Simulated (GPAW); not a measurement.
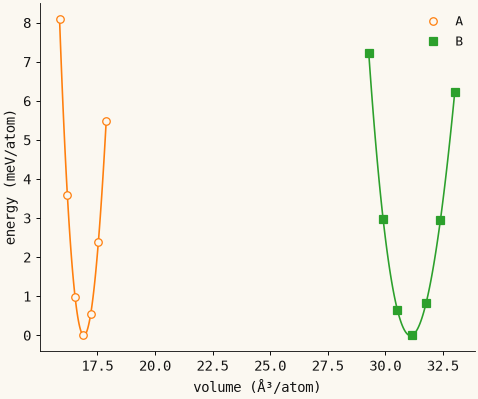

The figure compares two calculations of the energy against volume, each curve from its own zero. The first is for KCl, space group Fm-3m (No. 225).

The cell holds 2 atoms.

Computed with GPAW 26.7.0: PAW DFT in plane waves, on a grid or in atomic orbitals, no spin polarisation; energies at scaled volumes of the given cell, shape and fractions fixed, counted from the fit's minimum, third-order Birch-Murnaghan fit. Level: r2SCAN.

k mesh 7×7×7; occupations Fermi–Dirac; smearing width 0.05 eV; potentials GPAW PAW data sets (gpaw data 1.2.1); wave cutoff 600 eV; program settings basis pw.

In the second, K is replaced by Li on all its sites, which gives LiCl in the same structure. The second calculation uses wave cutoff 800 eV and k mesh 9×9×9.

### Which of A and B is the second calculation, and what did the change do?

A. The equilibrium volume falls from 31.10 to 16.91 Å³/atom (−46 %) and the bulk modulus rises from 19.2 to 35.0 GPa (+82 %).

V0 and the bulk modulus come from third-order Birch–Murnaghan fits.
